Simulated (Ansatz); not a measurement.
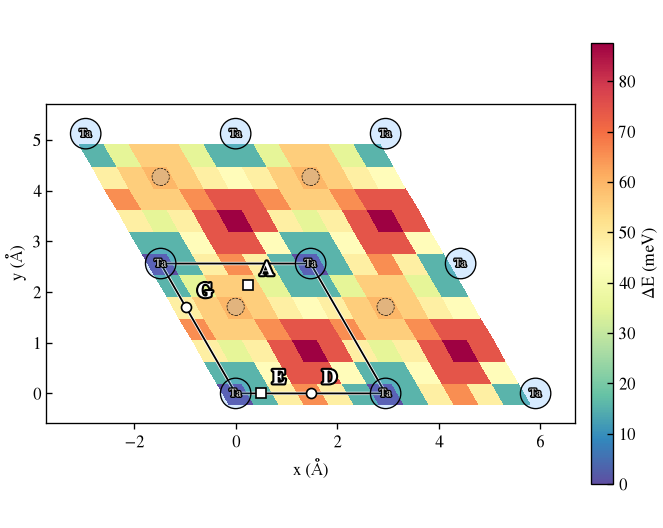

N on a Ta(111) slab cut from the Fm-3m phase, its upper half relaxed before the scan (12 atoms of substrate and one adsorbate in a 2 × 2 cell). 
- N is moved over the surface cell at a fixed height above a rigid substrate; the origin of the map has the adsorbate above Ta9; the height is held at 3.30 Å.
- Places are given modulo a cell vector. The map is drawn in real space over the plane of the surface.
- The grid has 6 × 6 points; 10 points were computed and 26 follow by symmetry.
- Places are given in fractions of the 1 × 1 surface cell.
- Energies: meV, counted from the lowest grid point.
- The runs have no spin polarisation, so an open-shell adsorbate far from the surface lies too high. At a fixed height the lowest place need not be the adsorption site.
- These are results of DFT PBE+D3(BJ), scalar-relativistic, plane waves, PAW (Ansatz), not measurements. Settings: cutoff 420 eV, k-mesh 6×6×1, gaussian smearing 0.1 eV, no spin polarisation.

The picture shows one coloured cell a grid point, labelled circles for the atoms of the top layer and small ones for the second layer, the outline of one cell of the 2 × 2 shown, lettered points.

### Rank the lettered points by energy, lowest first.

E (16 meV), G (48 meV), A (56 meV), D (65 meV).

PAW datasets: the set soft_1.
